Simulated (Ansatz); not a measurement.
```
Sn O
1.0
     4.78800    0.00000    0.00000
     0.00000    4.86658    0.00000
     0.00000    0.00000    3.24090
Sn O
2 4
Direct
  0.50000 0.50000 0.50000
  0.00000 0.00000 0.00000
  0.29185 0.32104 0.00000
  0.80868 0.16678 0.49998
  0.20814 0.82104 0.50000
  0.70814 0.67896 0.00000
```

Space group Pnnm; the calculation finds a residual pressure of about −5 GPa at this fixed cell. This isn't the usual form at ambient conditions. The cell comes from a database of computed structures, not from a measurement.

All numbers below come from DFT PBEsol, scalar-relativistic, plane waves, PAW (Ansatz 0.2.0).

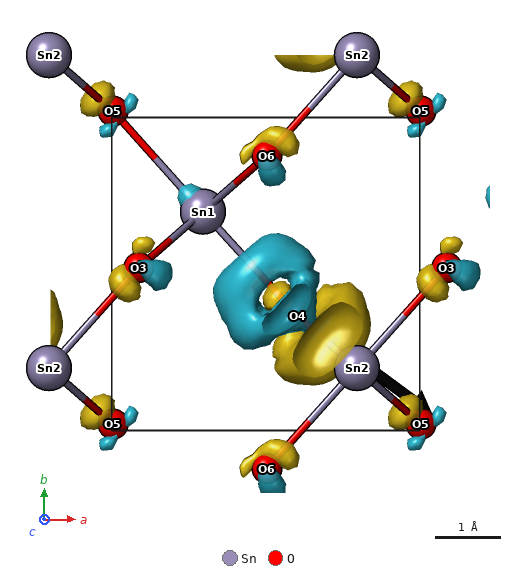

SnO₂. O4 was moved by 0.10 Å roughly along [1 −1 0] in the axes of the cell drawn (arrow, not to scale). Change of the density less the rigid motion of the neutral atom's own density: yellow surfaces at +0.01 and cyan ones at −0.01 e/Å³, in the cell of the calculation (origin moved) seen along the c axis.

Core electrons are frozen (PAW), so the fields are smoothed inside the atomic spheres.

How do the electrons respond beyond following the atom?

About 0.11 e is rearranged in the cell. Outside the cores the largest gain lies at the edge of the masked core of O, and the largest loss lies there too, on other sides.

How much does the computed force on the atom change?

The force on it changes by 1.79 eV/Å along the move, against it: a stiffness of about 18 eV/Å² for this sublattice shift.

Run times: 40 s (moved atom) and 26 s (base cell), on 2 threads of Arm Neoverse V2 (shared host).
